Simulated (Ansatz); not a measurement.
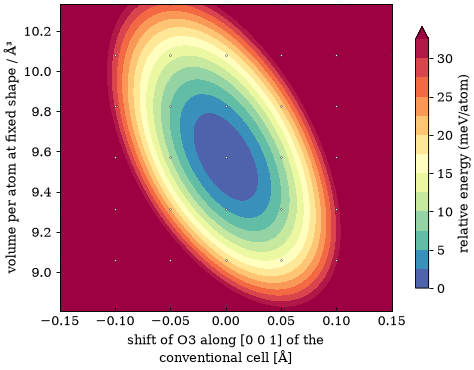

Al₂O₃ (P-6m2, No. 187; 5 atoms in the cell). The energy is mapped over a free internal coordinate and the cell. First axis: shift of O3 along [0 0 1] of the conventional cell, Cartesian (0 0 1), its symmetry partners moved as symmetry demands (measured in the relaxed cell). Second axis: volume per atom at fixed shape. Nothing is relaxed (all other coordinates fixed). Grid: 7 × 7 points. Points are written as (first, second). All energies are given in meV/atom relative to the lowest grid point. The calculation used DFT LDA+D3(BJ), scalar-relativistic, plane waves, PAW (Ansatz). Settings: cutoff 520 eV, k-mesh 9×9×4 in the order of the run's cell vectors, gaussian smearing 0.05 eV, no spin polarisation.

The picture shows filled contours, dots at the grid points, one colour for all values above the top of the scale. Between grid points the surface is interpolated.

Question: Where is the minimum, and how stiff is the well along each coordinate?

Answer: The interpolated minimum is at the first coordinate ≈ 0.000 Å, volume per atom at fixed shape ≈ 9.570 Å³. The curvatures there are about 39 eV/Å² and 0.7 eV/(Å³)², with a cross term of about 2.6 eV/(Å·Å³) (per cell of 5 atoms). Round the minimum the valley is somewhat tilted: raising the first coordinate shifts the best value of volume per atom at fixed shape downwards (coupling k₁₂/√(k₁₁k₂₂) about 0.5).

PAW datasets: the set soft_1.
